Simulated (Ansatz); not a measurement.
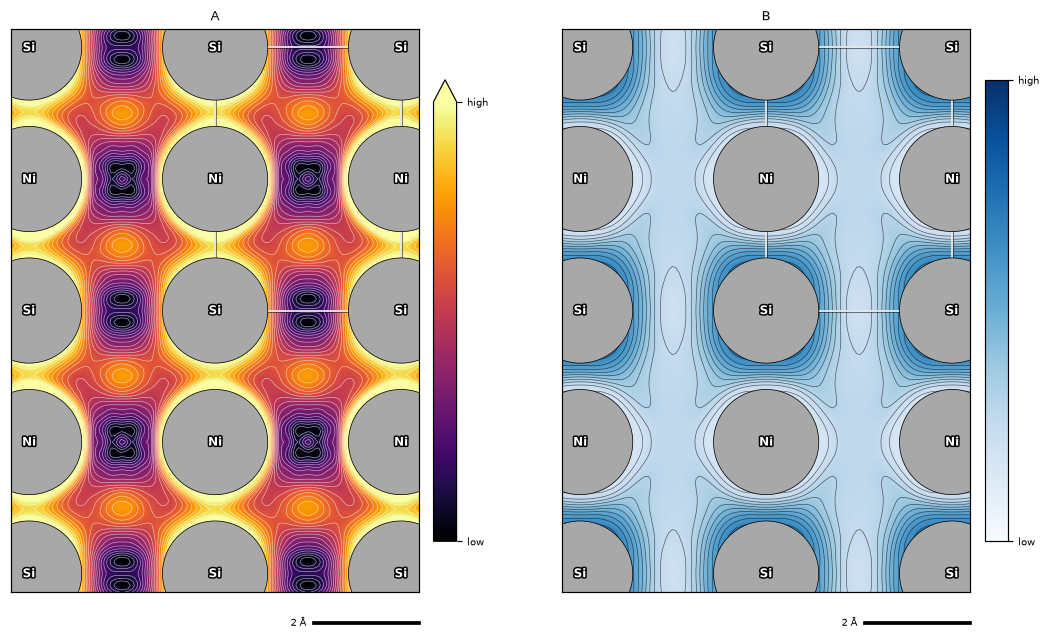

SiNi3: 2 fields on the (101) plane of the conventional cell, with unlabelled colour scales. Grey discs cover the atomic cores.

Space group Pm-3m; computed pressure about −6 GPa in this cell; the program warned that a starting moment wasn't kept; spin-polarised, but the moments vanished.

Theory: DFT, PBE, PAW with Ansatz's default frozen-core files, scalar-relativistic in Ansatz.

Match the panels to the quantities (electron localisation function and valence pseudo-density).

Panel A: valence pseudo-density. Panel B: electron localisation function. From the grid: Si–Ni (2.50 Å): the density is about 0.35 e/Å³ at the midpoint; the ELF peaks at about 0.65 in the valence shell of Si, 0.9 Å from its nucleus, and is about 0.40 at the midpoint.
